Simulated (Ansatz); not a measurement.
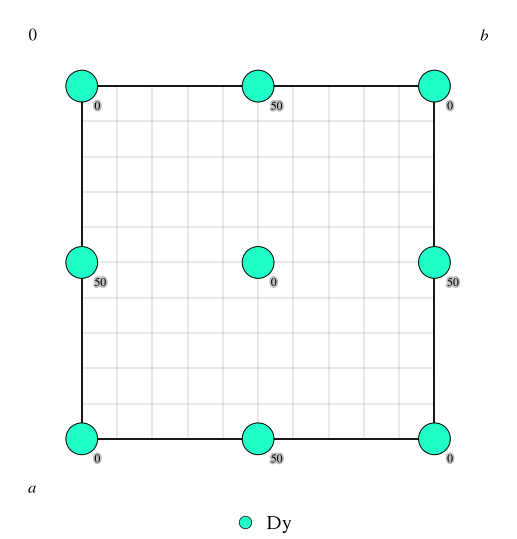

Plan of a unit cell projected along c (a down the page, b across); the numbers are heights in hundredths of c, and atoms on the cell's edges are repeated. The grid marks tenths of a and b. Source: the input geometry of an electronic-structure calculation (not necessarily at equilibrium); the starting structure was generated, so it need not be a known form of this composition. Geometry calculated from the standardised cell; symmetry tolerance 0.002 Å.

a = 5.014 Å, b = 5.014 Å, c = 5.014 Å, α = 90.00°, β = 90.00°, γ = 90.00°.

What does the cell contain?

Answer. 4 Dy: Dy, Z = 4.

Which space group?

Answer. Fm-3m (No. 225), face-centred cubic.

Give the independent sites, coordinates to two places.

Answer.
```tsv
atom	site	symmetry	x	y	z
Dy	4a	m-3m	0.00	0.00	0.00
```
